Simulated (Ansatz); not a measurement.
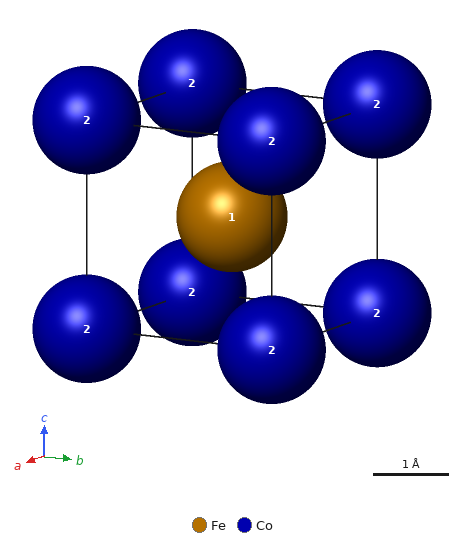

Fig. 1: The structure as given in the input (spheres-only view of the cell of the calculation, seen at an oblique angle; atoms are numbered from 1 in the order of the input). An atom can appear more than once, as a periodic image.

# FeCo: single-point calculation

System: FeCo (Pm-3m, 2 atoms in the cell).
Method: DFT PBE, scalar-relativistic, plane waves, PAW, spin-polarised (Ansatz 0.2.0).

The structure derives from an entry of the Crystallography Open Database. Figures and captions count atoms from 1; the log counts them from 0 in places.

**Output**
```
Engine: ansatz 0.2.0, x86_64-unknown-linux-gnu
Pseudopotentials: kind: paw
Pseudopotential: Fe, paw, valence charge 16, recommended cutoff 420 eV (normal), Fe.paw.azcp
Pseudopotential: Co, paw, valence charge 17, recommended cutoff 420 eV (normal), Co.paw.azcp
Functional definition: PBE
  parameter kappa = 0.804
  parameter beta = 0.06672455060314922
  exchange = pbe_x(kappa = kappa, mu = beta*pi^2/3)
  correlation = pbe_c(beta = beta)
Crystal: 2 atoms, lattice volume = 23.320 Å³
Basis set: ecut = 420 eV, 461 PW (Γ), exchange–correlation on 40×40×40 points (8 copies of the dense FFT grid, shifted against one another)
Bands: 24, of which v1, the nominal top of the filled ones, is band 17 counted from 1 (16 counted from 0)
Symmetry: 48 space group operations
Space group: Pm-3m (ITA 221), of the structure as read, at distance tolerance 2.9e-5 Å
Magnetic group: BNS 221.92 (UNI 1594), of the structure as read, at distance tolerance 2.9e-5 Å
k-points: 20 of 216
Non-local potential: Fe, projectors of the file, l = 0: 3, l = 1: 2, l = 2: 3, l = 3: 1
Non-local potential: Co, projectors of the file, l = 0: 3, l = 1: 2, l = 2: 3, l = 3: 1
PAW form: soft (Blöchl's): semilocal exchange-correlation on the pseudo side does not see the compensation charge
PAW one-centre angular grid: Fe, 590 points (default); XC on 64 Gauss nodes
PAW one-centre angular grid: Co, 590 points (default); XC on 64 Gauss nodes
Initial density: superposition of atomic densities (chi_scale 0.1, normalization cell)
Starting moments: Σ|m| = 7 μB on 2 of 2 sites
Initial wavefunctions: pseudopotential atomic-orbital guess
Functional: x = pbe(κ = 0.804, μ = 0.2195149727645171), c = pbe(β = 0.06672455060314922)
SCF iter   1: F=—  HF=-9606.415616 eV  |F-HF|=—  |Δ(HF+E_count)|=         —  Δρ=1.08e-1 (↑1.08e-1 ↓1.01e-1)  dr2=1.39e0  dr2_m=1.99e0  M=4.861 μB ∫|m|=5.007 μB  β_m=0.30  ethr=3.10e-3  ⟨swp⟩=4.8  Hψ=3547  notcnv=0
Mixer restart at iter 1: flushing history
preconditioner: auto → none  [metal: Δε(μ)=0.175 eV  Ē_g=10.343 eV  σ=0.100 eV  W_gap=0.50  n_scr=6 (ndim 8)  ℏωp=31.7 eV  f_vac=0.000  D(μ)=0.34/eV (n_scr^D=0)  sad-step TF]
spin-set hold released at iteration 1 (the charge has settled, or the pull on large starting moments outlasts its swing): the magnetisation degrees of freedom join the quasi-Newton model from the next iteration; the mixer history was flushed
SCF iter   2: F=—  HF=-9606.611500 eV  |F-HF|=—  |Δ(HF+E_count)|=   1.96e-1  Δρ=7.59e-2 (↑7.59e-2 ↓6.92e-2)  dr2=1.24e0  dr2_m=7.13e-1  M=4.861 μB ∫|m|=5.029 μB  β_m=0.36  ethr=3.10e-3  ⟨swp⟩=2.0  Hψ=1506  notcnv=0  defer=72
SCF iter   3: F=—  HF=-9607.732361 eV  |F-HF|=—  |Δ(HF+E_count)|=    1.12e0  Δρ=2.58e-1 (↑7.08e-2 ↓2.58e-1)  dr2=1.85e1  dr2_m=2.84e0  M=4.678 μB ∫|m|=4.782 μB  β_m=0.09  ethr=3.10e-3  ⟨swp⟩=3.1  Hψ=1680  notcnv=0  defer=72  recentre
SCF iter   4: F=—  HF=-9606.666856 eV  |F-HF|=—  |Δ(HF+E_count)|=    1.07e0  Δρ=4.52e-2 (↑4.52e-2 ↓3.54e-2)  dr2=9.25e-2  dr2_m=3.22e-1  M=4.860 μB ∫|m|=5.021 μB  β_m=0.18  ethr=3.10e-3  ⟨swp⟩=2.6  Hψ=1818  notcnv=0  defer=71
SCF iter   5: F=—  HF=-9606.746416 eV  |F-HF|=—  |Δ(HF+E_count)|=   7.96e-2  Δρ=1.51e-2 (↑7.37e-3 ↓1.51e-2)  dr2=3.40e-2  dr2_m=1.18e-2  M=4.762 μB ∫|m|=4.950 μB  β_m=0.27  ethr=2.80e-4  ⟨swp⟩=2.0  Hψ=1443  notcnv=0  defer=72
SCF iter   6: F=—  HF=-9606.754099 eV  |F-HF|=—  |Δ(HF+E_count)|=   7.68e-3  Δρ=1.83e-2 (↑2.94e-3 ↓1.83e-2)  dr2=6.61e-2  dr2_m=1.72e-2  M=4.705 μB ∫|m|=4.915 μB  β_m=0.42  ethr=1.03e-4  ⟨swp⟩=2.0  Hψ=1427  notcnv=0  defer=72
SCF iter   7: F=—  HF=-9606.759188 eV  |F-HF|=—  |Δ(HF+E_count)|=   5.09e-3  Δρ=1.52e-2 (↑1.84e-3 ↓1.52e-2)  dr2=5.67e-2  dr2_m=1.06e-2  M=4.715 μB ∫|m|=4.922 μB  β_m=0.71  ethr=1.03e-4  ⟨swp⟩=1.9  Hψ=1025  notcnv=0  defer=72
SCF iter   8: F=—  HF=-9606.758459 eV  |F-HF|=—  |Δ(HF+E_count)|=   7.29e-4  Δρ=2.93e-3 (↑1.80e-3 ↓2.93e-3)  dr2=2.48e-3  dr2_m=4.62e-4  M=4.729 μB ∫|m|=4.935 μB  β_m=0.68  ethr=1.03e-4  ⟨swp⟩=2.0  Hψ=1027  notcnv=0  defer=72
SCF iter   9: F=—  HF=-9606.758335 eV  |F-HF|=—  |Δ(HF+E_count)|=   1.24e-4  Δρ=3.44e-4 (↑3.44e-4 ↓2.23e-4)  dr2=2.61e-5  dr2_m=9.47e-6  M=4.727 μB ∫|m|=4.933 μB  β_m=0.84  ethr=7.52e-6  ⟨swp⟩=1.2  Hψ=952  notcnv=0  defer=72
SCF iter  10: F=—  HF=-9606.758371 eV  |F-HF|=—  |Δ(HF+E_count)|=   3.62e-5  Δρ=1.07e-4 (↑8.67e-5 ↓1.07e-4)  dr2=5.65e-6  dr2_m=5.35e-7  M=4.725 μB ∫|m|=4.933 μB  β_m=0.89  ethr=7.90e-8  ⟨swp⟩=2.1  Hψ=1304  notcnv=0  defer=72
SCF iter  11: F=—  HF=-9606.758371 eV  |F-HF|=—  |Δ(HF+E_count)|=   5.90e-8  Δρ=6.30e-5 (↑1.62e-5 ↓6.30e-5)  dr2=1.15e-6  dr2_m=1.35e-7  M=4.725 μB ∫|m|=4.933 μB  β_m=0.84  ethr=1.71e-8  ⟨swp⟩=1.0  Hψ=889  notcnv=0  defer=72
SCF iter  12: F=-9606.758371 eV  HF=-9606.758371 eV  |F-HF|=2.43e-9  |Δ(HF+E_count)|=   5.52e-8  Δρ=7.86e-6 (↑7.86e-6 ↓2.96e-6)  dr2=4.40e-9  dr2_m=5.63e-9  M=4.725 μB ∫|m|=4.933 μB  ethr=3.03e-10  ⟨swp⟩=6.5  Hψ=3671  notcnv=0
SCF 1 converged in 12 iterations: F = -9606.758371 eV  dr2 = 4.40e-9
  greatest PAW one-centre occupation: 1.002 electrons in one spin orbital (limit 2), on the Fe atom at site 0 (counted from 0), in its partial waves of l = 1
```

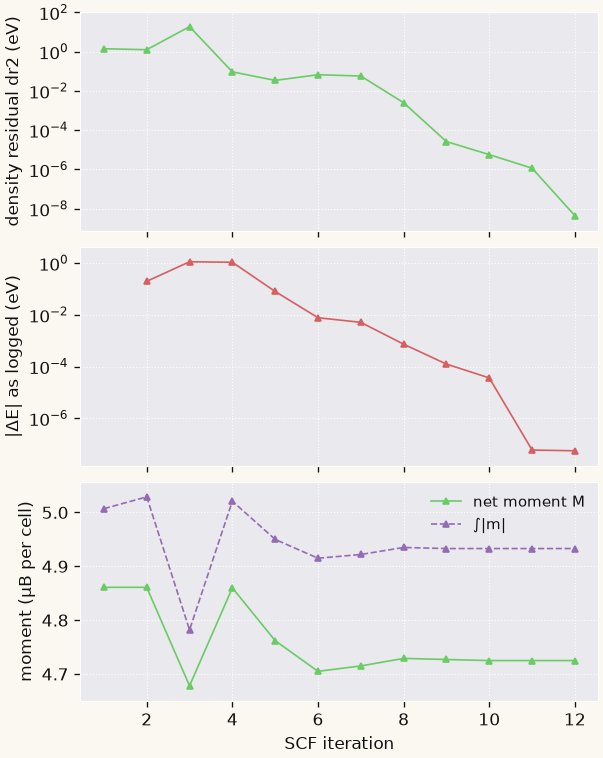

Fig. 2: Convergence of the self-consistent field: density residual dr2, size of the energy change and magnetic moment against the SCF iteration. The residual comes down, with one marked jump up, by a factor of about 15, at step 3. The net moment goes from 4.9 to 4.7 μB per cell.

```
SCF converged after 12 iterations
Magnetization: 4.7252 μB (18.8626 up, 14.1374 down)
Absolute magnetization: 4.9335 μB (∫|ρ↑−ρ↓|, with the PAW one-centre terms)
Spin contamination: 0.0711 ħ² per cell (⟨S²⟩ above its minimum at these occupations)
Per-site moments (μB) at R_I (Å): [(2.900020013593488, 1.0206217636775083), (1.8960714349953047, 1.0206217636775083)]
Free energy (F): -9606.758371 eV
Harris-Foulkes:  -9606.758371 eV  (|F-HF|=2.43e-9)
Internal energy: -9606.752956 eV  (E = F + TS)
E sigma→0 (E₀):  -9606.755663 eV
Entropy (-TS):   -0.005415 eV (-2.707 meV/atom)
Fermi energy:    17.980734 eV
--- Per-component energies (eV) ---
  E_band       = -490.879113
  E_kinetic    = 799.429371
  E_local      = -5031.638199  (includes V_loc(G=0)·N_el)
  E_nonlocal   = 674.540757
  E_hartree    = 2105.043005
  E_xc         = -275.826086
  E_vxc        = -355.529531  (∫ρ·V_xc dr)
  E_paw        = -2882.073415  (= ΣΔE_a)
  E_vpaw       = -787.762256  (= ΣTr[D̂ρ^β])
  E_aug_tail   = 0.000762  (compensation charges beyond the density's cutoff)
  E_ewald      = -4996.229151
  E_smearing   = -0.005415  (= −TS)
  E_closure    = -0.000000  (closes the sum)
  Σ components = -9606.758371   (vs F -9606.758371, Δ=0.00e0)
--- Forces (eV/Å), atoms counted from 1 ---
  atom   1  Fe     0.00000000    -0.00000000    -0.00000000
  atom   2  Co    -0.00000000     0.00000000     0.00000000
  max |Σ_I F_I| component: 1.04e-29 eV/Å
--- Stress (GPa, compression-positive) ---
       -0.999440       0.000000       0.000000
        0.000000      -0.999440       0.000000
        0.000000       0.000000      -0.999440
  P = ⅓ Tr σ = -0.9994 GPa (-9.994 kbar)
--- Band table (eV; the first three rows and the last of 40) ---
  k-point 0 ↑: bands = ["-78.4401", "-71.0172", "-41.6760", "-41.6760", "-41.6760", "-37.0154", "-37.0154", "-37.0154", "8.9785", "12.6347", "12.6347", "14.9088", "14.9088", "14.9088", "15.9738", "15.9738", "17.0814", "17.0814", "17.0814", "26.9047", "26.9047", "26.9047", "32.4604", "32.4604"]
  k-point 1 ↑: bands = ["-78.4394", "-71.0161", "-41.6845", "-41.6747", "-41.6747", "-37.0305", "-37.0150", "-37.0150", "9.5311", "12.8443", "12.8544", "14.9110", "14.9110", "15.0485", "15.7534", "16.0600", "16.6985", "16.6985", "16.9321", "23.9032", "27.8821", "27.8821", "32.6429", "34.1183"]
  k-point 2 ↑: bands = ["-78.4379", "-71.0140", "-41.7016", "-41.6721", "-41.6721", "-37.0606", "-37.0143", "-37.0143", "11.0336", "13.1877", "13.4604", "14.9897", "14.9897", "15.1437", "15.4328", "15.9515", "15.9515", "16.3220", "16.5287", "19.8663", "30.3774", "30.3774", "33.2462", "35.1031"]
  k-point 19 ↓: bands = ["-76.1149", "-67.6133", "-39.4462", "-39.4462", "-39.4462", "-33.7583", "-33.7583", "-33.7583", "15.4579", "15.4579", "15.4579", "15.8423", "15.8423", "15.8423", "18.7429", "18.7429", "19.5974", "19.5974", "26.3384", "26.3384", "26.3384", "26.6692", "26.6692", "26.6692"]
--- Löwdin populations: 2 sites ---
  site symbol       q [e]    m [muB]
     0     Fe     15.7182     2.9561
     1     Co     16.7696     1.8918
  spilling = 0.015521 (of n_electrons = 33.000000)
```

**File populations.tsv**
```
# site	symbol	l	j	q_up	q_dn
# orbitals = lowdin
# n_electrons = 33.000000
# spilling = 0.015521
0	Fe	0_3S	-	0.993918	0.994311
0	Fe	0_4S	-	0.491226	0.490513
0	Fe	1_3P	-	2.998872	2.998563
0	Fe	2_3D	-	4.853106	1.897655
1	Co	0_3S	-	0.994018	0.993935
1	Co	0_4S	-	0.492811	0.494731
1	Co	1_3P	-	2.998975	2.998240
1	Co	2_3D	-	4.844923	2.952005
```

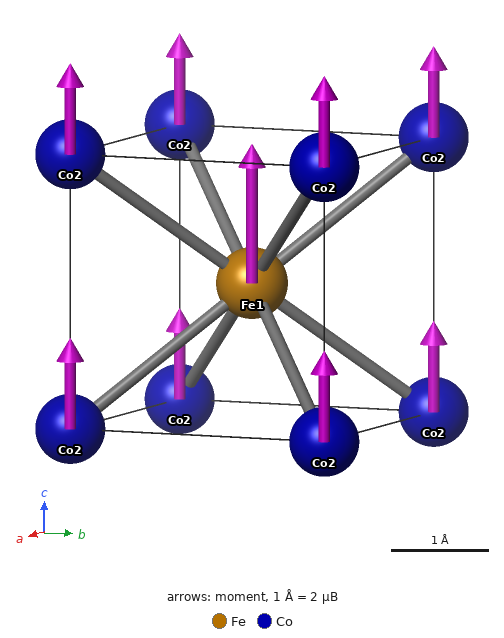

Fig. 3: Magnetic moments of the sites as pink arrows (ball-and-stick view of the cell of the calculation, seen slightly off an axis; atoms are numbered from 1 in the order of the input); small moments hardly show. The run is collinear, so the axis drawn is arbitrary. Site moments: Fe1 (2.90 μB); Co2 (1.90 μB). They are counted near the atoms and needn't add up to the moment of the cell.

The run was set up as follows.

**Input**
```yaml
crystal:
  lattice:
    - [2.857, 0.0, 0.0]
    - [0.0, 2.857, 0.0]
    - [0.0, 0.0, 2.857]
  atoms:
    - { symbol: Fe, position: [0.5, 0.5, 0.5], spin: 4.0 }
    - { symbol: Co, position: [0.0, 0.0, 0.0], spin: 3.0 }
basis:
  ecutwfc: 420
kpoints:
  mp_grid: { grid: [6, 6, 6] }
hamiltonian:
  xc: pbe
scf:
  occupations: { method: gaussian, width: 0.1 }
  lower_state_search: "off"
output:
  forces: true
  stress: true
  eigenvalues: true
  populations: true
magnetization:
  spin_polarized: true
```

Run as:
```bash
ansatz run input.yaml --threads 4 --pin off --max-ram 11264MiB --backend cpu --events-out ev --progress --plain --runs-dir out
```

**Results in brief**

| quantity | value |
| --- | --- |
| outcome | converged |
| space group (tolerance 0.01 Å) | Pm-3m (221) |
| electrons treated | 33 |
| free energy | −9606.7584 eV |
| Fermi energy | 17.981 eV |
| gap on the k-point mesh | none (metallic) |
| net moment of the cell | 4.73 μB |
| integrated absolute moment | 4.93 μB |
| pressure | −1.00 GPa |
| largest force (length of the vector) | under 0.001 eV/Å |
| hardware | 4 threads of Intel Xeon @ 2.50GHz (Skylake/Cascade Lake), 189 GiB of memory available, shared host |
| wall time | 2.3 s (CPU time 5.3 s) |
| peak memory | 0.34 GiB |
